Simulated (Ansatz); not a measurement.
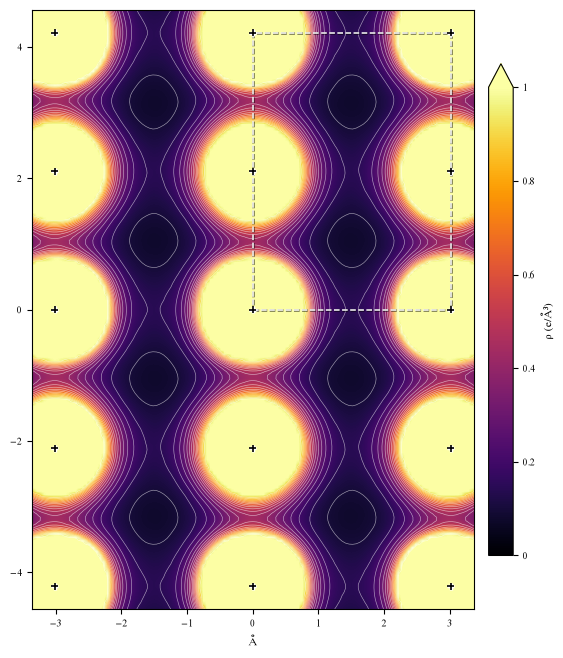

The valence charge density (pseudo) on a plane through atoms (crosses mark nuclei in the plane).

These are results of DFT PBE, scalar-relativistic, plane waves, PAW in Ansatz, not measurements.

Candidates:
A. CoO, a = 3.02 Å, b = 3.02 Å, c = 4.21 Å, α = 90.00°, β = 90.00°, γ = 90.00°. Space group I4/mmm; spin-polarised.
B. TiN, a = 4.25 Å, b = 4.25 Å, c = 4.25 Å, α = 90.00°, β = 90.00°, γ = 90.00°. Space group Fm-3m; computed without spin polarisation.

### Which candidate gave the map?

Candidate A: CoO on the (100) plane of the conventional cell, which holds Co and O. Co–O (2.11 Å): ρ at the midpoint is about 0.44 e/Å³.
